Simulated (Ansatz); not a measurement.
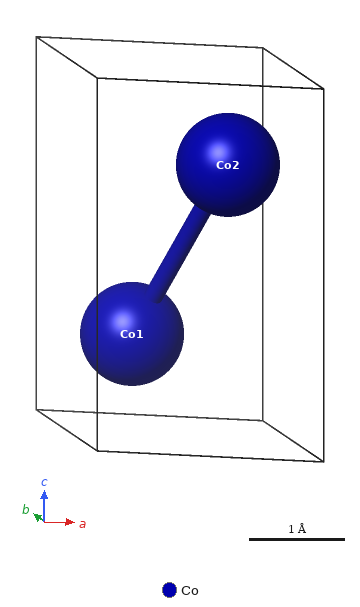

The input geometry (ball-and-stick view of the cell of the calculation, seen slightly off an axis; atoms are numbered from 1 in the order of the input). Near neighbours in the crystal (not all of them lie inside the picture): Co has 12 Co at 2.45 to 2.47 Å.

# Single-point calculation of Co

- system: Co (P6₃/mmc, 2 atoms in the cell)
- method: DFT, PBE, plane waves, PAW, spin-polarised (Ansatz 0.2.0)

The structure derives from an entry of the Crystallography Open Database. Figures and captions count atoms from 1; the log counts them from 0 in places.

### The program's output
```
Warning: crystal.symmetry: narrowed to the stabiliser of the k-point mesh — unitary ops 24 → 8; excluded 16 operations that carry a point of the 18×18×10 mesh (shift [0.5, 0.5, 0.5]) off the mesh (the run samples exactly the mesh kpoints.mp_grid names, as under crystal.symmetry.detect: false, and its converged state has the mesh's symmetry, not the crystal's; ε∞, the Born charges and the force constants of a linear response (`dielectric:` by the response, `phonons.method: dfpt`) are averaged over those of the crystal's operations that the state keeps within a tolerance, where `mesh_tensors`, `unaveraged_element` or `gamma_mean_max_change_ev_ang2` stands beside them; a row that `dielectric.field_direction` solves alone is averaged likewise, with nothing beside; a Γ-centred mesh of equal divisions is mapped onto itself by every operation and keeps the whole group, as does a half-shifted one under kpoints.further_shifts: images)
Engine: ansatz 0.2.0, aarch64-unknown-linux-gnu
Pseudopotentials: kind: paw
Pseudopotential: Co, paw, valence charge 17, recommended cutoff 420 eV (normal), Co.paw.azcp
Functional definition: PBE
  parameter kappa = 0.804
  parameter beta = 0.06672455060314922
  exchange = pbe_x(kappa = kappa, mu = beta*pi^2/3)
  correlation = pbe_c(beta = beta)
Crystal: 2 atoms, lattice volume = 21.047 Å³
Basis set: ecut = 420 eV, 391 PW (Γ), exchange–correlation on 50×50×90 points (8 copies of the dense FFT grid, shifted against one another)
Bands: 23, of which v1, the nominal top of the filled ones, is band 17 counted from 1 (16 counted from 0)
Symmetry: 8 space group operations
k-points: 450 of 3240
Non-local potential: Co, projectors of the file, l = 0: 3, l = 1: 2, l = 2: 3, l = 3: 1
PAW form: soft (Blöchl's): semilocal exchange-correlation on the pseudo side does not see the compensation charge
PAW one-centre angular grid: Co, 590 points (default); XC on 64 Gauss nodes
Initial density: superposition of atomic densities (chi_scale 0.1, normalization cell)
Starting moments: Σ|m| = 3.68 μB on 2 of 2 sites
Initial wavefunctions: pseudopotential atomic-orbital guess
Functional: x = pbe(κ = 0.804, μ = 0.2195149727645171), c = pbe(β = 0.06672455060314922)
SCF iter   1: F=—  HF=-10251.623407 eV  |F-HF|=—  |Δ(HF+E_count)|=         —  Δρ=9.65e-2 (↑4.88e-2 ↓9.65e-2)  dr2=2.53e0  dr2_m=1.24e-1  M=3.358 μB ∫|m|=3.493 μB  β_m=0.30  ethr=3.10e-3  ⟨swp⟩=5.0  Hψ=78903  notcnv=0
Mixer restart at iter 1: flushing history
preconditioner: auto → none  [metal: Δε(μ)=0.001 eV  Ē_g=9.342 eV  σ=0.001 eV  W_gap=0.44  n_scr=8 (ndim 8)  ℏωp=34.3 eV  f_vac=0.000  D(μ)=2.63/eV (n_scr^D=36)  sad-step TF]
SCF iter   2: F=—  HF=-10250.849802 eV  |F-HF|=—  |Δ(HF+E_count)|=   7.74e-1  Δρ=4.11e-2 (↑1.53e-2 ↓4.11e-2)  dr2=1.76e-1  dr2_m=1.33e-1  M=3.398 μB ∫|m|=3.581 μB  β_m=0.36  ethr=3.10e-3  ⟨swp⟩=2.6  Hψ=38204  notcnv=0  defer=1435
SCF iter   3: F=—  HF=-10251.473401 eV  |F-HF|=—  |Δ(HF+E_count)|=   6.24e-1  Δρ=2.05e-2 (↑2.05e-2 ↓8.42e-3)  dr2=1.73e-2  dr2_m=3.45e-2  M=3.323 μB ∫|m|=3.556 μB  β_m=0.53  ethr=5.17e-4  ⟨swp⟩=2.2  Hψ=28389  notcnv=0  defer=1435
SCF iter   4: F=—  HF=-10252.061437 eV  |F-HF|=—  |Δ(HF+E_count)|=   5.88e-1  Δρ=1.78e-2 (↑1.78e-2 ↓9.05e-3)  dr2=7.95e-2  dr2_m=5.25e-3  M=3.254 μB ∫|m|=3.525 μB  β_m=0.53  ethr=5.09e-5  ⟨swp⟩=2.7  Hψ=42836  notcnv=0  defer=1436
SCF iter   5: F=—  HF=-10252.267071 eV  |F-HF|=—  |Δ(HF+E_count)|=   2.06e-1  Δρ=4.54e-3 (↑4.54e-3 ↓2.08e-3)  dr2=5.55e-3  dr2_m=5.63e-4  M=3.196 μB ∫|m|=3.495 μB  β_m=0.65  ethr=5.09e-5  ⟨swp⟩=2.9  Hψ=43047  notcnv=0  defer=1433
SCF iter   6: F=—  HF=-10252.287534 eV  |F-HF|=—  |Δ(HF+E_count)|=   2.05e-2  Δρ=1.51e-3 (↑1.51e-3 ↓5.59e-4)  dr2=2.49e-4  dr2_m=1.78e-4  M=3.188 μB ∫|m|=3.497 μB  β_m=0.76  ethr=1.63e-5  ⟨swp⟩=2.2  Hψ=37739  notcnv=0  defer=1413
SCF iter   7: F=—  HF=-10252.289377 eV  |F-HF|=—  |Δ(HF+E_count)|=   1.84e-3  Δρ=2.68e-4 (↑2.68e-4 ↓2.39e-4)  dr2=1.34e-6  dr2_m=1.10e-5  M=3.178 μB ∫|m|=3.493 μB  β_m=0.76  ethr=7.31e-7  ⟨swp⟩=2.4  Hψ=41459  notcnv=0  defer=1414
SCF iter   8: F=—  HF=-10252.289377 eV  |F-HF|=—  |Δ(HF+E_count)|=         —  Δρ=1.92e-4 (↑8.42e-5 ↓1.92e-4)  dr2=2.06e-6  dr2_m=3.40e-6  M=3.178 μB ∫|m|=3.493 μB  β_m=0.76  ethr=3.95e-9  ⟨swp⟩=2.1  Hψ=34539  notcnv=0  defer=1414
Mixer restart at iter 8: flushing history
iteration 8: the input's own smearing fills from here on; a Gaussian of 0.001 eV has filled iterations ahead of it
SCF iter   9: F=—  HF=-10252.289378 eV  |F-HF|=—  |Δ(HF+E_count)|=   1.57e-6  S|Δr|=    0.00e0  Δρ=1.48e-4 (↑1.48e-4 ↓8.16e-5)  dr2=5.54e-6  dr2_m=2.44e-7  M=3.178 μB ∫|m|=3.493 μB  β_m=0.67  ethr=3.95e-9  ⟨swp⟩=2.0  Hψ=38570  notcnv=0  defer=1414
SCF iter  10: F=—  HF=-10252.289378 eV  |F-HF|=—  |Δ(HF+E_count)|=   1.78e-7  S|Δr|=    0.00e0  Δρ=1.37e-4 (↑8.59e-5 ↓1.37e-4)  dr2=5.53e-6  dr2_m=1.72e-7  M=3.178 μB ∫|m|=3.493 μB  β_m=0.52  ethr=3.95e-9  ⟨swp⟩=2.1  Hψ=38701  notcnv=0  defer=1414
SCF iter  11: F=—  HF=-10252.289377 eV  |F-HF|=—  |Δ(HF+E_count)|=   1.07e-6  S|Δr|=    0.00e0  Δρ=2.10e-5 (↑1.48e-5 ↓2.10e-5)  dr2=1.31e-7  dr2_m=4.71e-9  M=3.178 μB ∫|m|=3.493 μB  β_m=0.56  ethr=3.95e-9  ⟨swp⟩=2.9  Hψ=37861  notcnv=0  defer=1414
SCF iter  12: F=-10252.289377 eV  HF=-10252.289377 eV  |F-HF|=7.73e-10  |Δ(HF+E_count)|=   2.51e-8  S|Δr|=    0.00e0  Δρ=3.61e-6 (↑1.94e-6 ↓3.61e-6)  dr2=1.78e-9  dr2_m=6.81e-10  M=3.178 μB ∫|m|=3.493 μB  ethr=2.94e-10  ⟨swp⟩=6.8  Hψ=69551  notcnv=0
SCF 1 converged in 12 iterations: F = -10252.289377 eV  dr2 = 1.78e-9
  greatest PAW one-centre occupation: 1.001 electrons in one spin orbital (limit 2), on the Co atom at site 1 (counted from 0), in its partial waves of l = 1
```

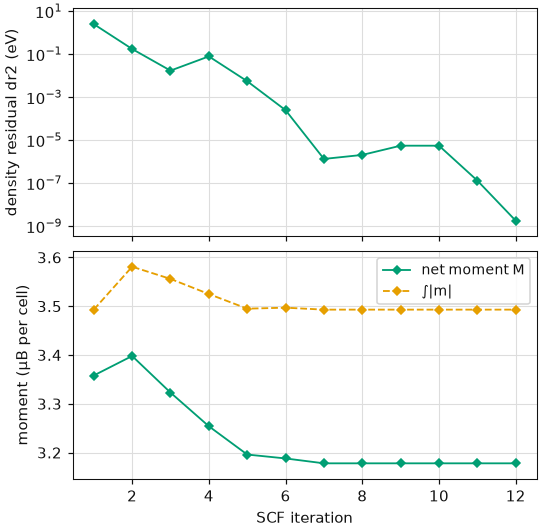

Convergence of the self-consistent field: density residual dr2 and magnetic moment against the SCF iteration. The residual falls unevenly and jumps up by a factor of two or more 2 times on the way down. The net moment goes from 3.4 to 3.2 μB per cell.

```
this state was not tested for a lower state beside it, because cold or Methfessel-Paxton smearing, or corrected tetrahedra, fill the levels in a way that the test cannot read (fill_not_monotonic; see scf.lower_state_search)
SCF converged after 12 iterations
Magnetization: 3.1779 μB (18.5889 up, 15.4111 down)
Absolute magnetization: 3.4946 μB (∫|ρ↑−ρ↓|, with the PAW one-centre terms)
Spin contamination: 0.0521 ħ² per cell (⟨S²⟩ above its minimum at these occupations)
Per-site moments (μB) at R_I (Å): [(1.6617333370025071, 1.0115546168933864), (1.661733337002507, 1.0115546168933864)]
Free energy (F): -10252.289377 eV
Harris-Foulkes:  -10252.289377 eV  (|F-HF|=7.73e-10)
Internal energy: -10252.289377 eV  (E = F + TS)
E sigma→0 (E₀):  -10252.289377 eV
Entropy (-TS):   0.000000 eV (0.000 meV/atom)
Fermi energy:    19.364302 eV
Step filling:    the computed levels leave a gap of 0.0013 eV = 1.3 smearing widths at the electron count; against every level under it full and every level over it empty, smearing changes F+E_penalty+E_count by +1.87e-4 meV and its σ→0 estimate by +1.42e-4 meV
--- Per-component energies (eV) ---
  E_band       = -465.601290
  E_kinetic    = 909.279307
  E_local      = -5577.533345  (includes V_loc(G=0)·N_el)
  E_nonlocal   = 908.052460
  E_hartree    = 2341.683466
  E_xc         = -318.742955
  E_vxc        = -411.373889  (∫ρ·V_xc dr)
  E_paw        = -3030.451459  (= ΣΔE_a)
  E_vpaw       = -977.388873  (= ΣTr[D̂ρ^β])
  E_aug_tail   = -0.000007  (compensation charges beyond the density's cutoff)
  E_ewald      = -5484.576845
  E_smearing   = 0.000000  (= −TS)
  E_closure    = -0.000000  (closes the sum)
  Σ components = -10252.289377   (vs F -10252.289377, Δ=0.00e0)
--- Forces (eV/Å), atoms counted from 1 ---
  atom   1  Co    -0.00238939     0.00137952     0.00000000
  atom   2  Co     0.00238939    -0.00137952    -0.00000000
  max |Σ_I F_I| component: 0.00e0 eV/Å
--- Stress (GPa, compression-positive) ---
        7.372012      -0.081554       0.000000
       -0.081554       7.277841       0.000000
        0.000000       0.000000       6.843843
  P = ⅓ Tr σ = 7.1646 GPa (71.646 kbar)
--- Band table (eV; the first three rows and the last of 900) ---
  k-point 0 ↑: bands = ["-76.6877", "-76.6239", "-40.1010", "-39.7980", "-39.7886", "-39.7470", "-39.7405", "-39.7352", "10.2946", "14.1059", "16.6006", "16.7776", "16.8361", "17.0475", "17.1063", "17.4296", "17.4377", "18.1167", "18.6247", "19.6679", "26.1327", "40.8863", "42.4545"]
  k-point 1 ↑: bands = ["-76.6846", "-76.6270", "-40.0838", "-39.7953", "-39.7860", "-39.7630", "-39.7449", "-39.7378", "10.4996", "14.0624", "16.5807", "16.7238", "16.7400", "16.9710", "17.0482", "17.5652", "17.5705", "17.8869", "18.6105", "19.1728", "27.2667", "40.8698", "42.5611"]
  k-point 2 ↑: bands = ["-76.6787", "-76.6330", "-40.0511", "-39.7963", "-39.7901", "-39.7809", "-39.7504", "-39.7428", "10.9001", "13.9121", "16.5485", "16.6190", "16.6711", "16.8188", "16.9524", "17.3473", "17.7759", "17.7765", "18.5705", "18.7887", "29.0492", "40.4133", "41.4716"]
  k-point 449 ↓: bands = ["-74.5800", "-74.5764", "-38.1113", "-38.0994", "-37.8489", "-37.8470", "-37.8326", "-37.8303", "15.1307", "15.2918", "16.8070", "16.9360", "19.1298", "19.2639", "19.5133", "19.8645", "20.7171", "20.7413", "21.2169", "21.9761", "27.8490", "28.0764", "37.6171"]
```

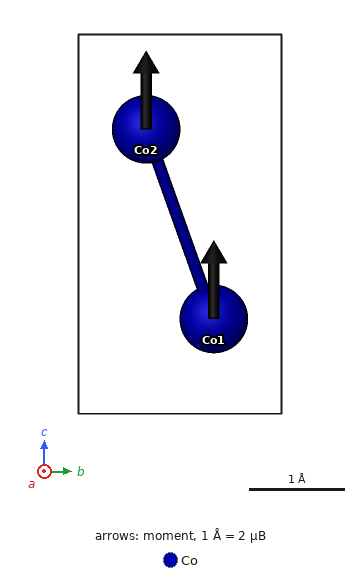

Magnetic moments of the sites as black arrows (ball-and-stick view of the cell of the calculation, along the a axis; atoms are numbered from 1 in the order of the input); small moments hardly show. The run is collinear, so the axis drawn is arbitrary. Site moments: Co1, Co2 (1.66 μB). They are counted near the atoms and needn't add up to the moment of the cell.

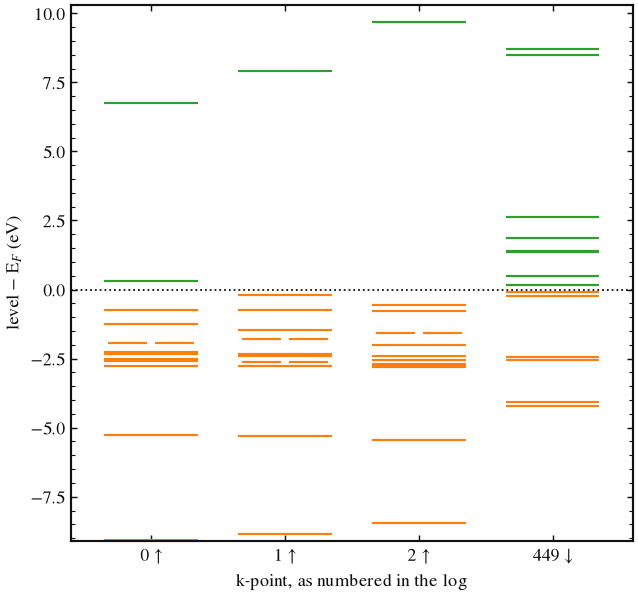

Kohn–Sham levels near the Fermi level (dotted) at the few k-points that the log prints; levels within 0.02 eV of each other stand side by side. The system is metallic on the full mesh.

The run was set up as follows.

### The input
```yaml
crystal:
  lattice:
    - [2.4673463004, 0.0, 0.0]
    - [-1.2336731502, 2.1367845761, 0.0]
    - [0.0, 0.0, 3.9921332035]
  atoms:
    - { symbol: Co, position: [0.3333333333, 0.6666666667, 0.25], spin: 1.84 }
    - { symbol: Co, position: [0.6666666667, 0.3333333333, 0.75], spin: 1.84 }
basis:
  ecutwfc: 420
  ecutrho_ratio: 9
kpoints:
  mp_grid: { grid: [18, 18, 10], shift: [0.5, 0.5, 0.5] }
hamiltonian:
  xc: pbe
scf:
  occupations: { method: methfessel_paxton, width: 0.001 }
output:
  forces: true
  eigenvalues: true
  stress: true
magnetization:
  spin_polarized: true
```

Launch command:
```bash
ansatz run input.yaml --threads 1 --pin off --max-ram 2560MiB --backend cpu --events-out ev --progress --plain --runs-dir out
```

### Results in brief

```json
{"quantity": "outcome", "value": "converged"}
{"quantity": "space group (tolerance 0.01 Å)", "value": "P6₃/mmc (194)"}
{"quantity": "electrons treated", "value": "34"}
{"quantity": "free energy", "value": "−10252.2894 eV"}
{"quantity": "Fermi energy", "value": "19.364 eV"}
{"quantity": "gap on the k-point mesh", "value": "none (metallic)"}
{"quantity": "net moment of the cell", "value": "3.18 μB"}
{"quantity": "integrated absolute moment", "value": "3.49 μB"}
{"quantity": "pressure", "value": "7.16 GPa"}
{"quantity": "largest force (length of the vector)", "value": "0.003 eV/Å"}
{"quantity": "hardware", "value": "1 thread of Arm Neoverse V2, 24 GiB of memory available, shared host"}
{"quantity": "wall time", "value": "29 s"}
{"quantity": "peak memory", "value": "0.61 GiB"}
```

### Notes

Settings chosen away from the usual ones: scf.occupations.method set to methfessel_paxton (from gaussian); scf.occupations.width set to 0.001 (from 0.1); basis.ecutrho_ratio set to 9; kpoints.mp_grid.shift set to [0.5, 0.5, 0.5]. Warnings of the run: the state was not tested for a lower one; the k-point mesh lowers the symmetry that the run can use. The cell is under a pressure of 7.2 GPa at this level, so it is not at its equilibrium volume.
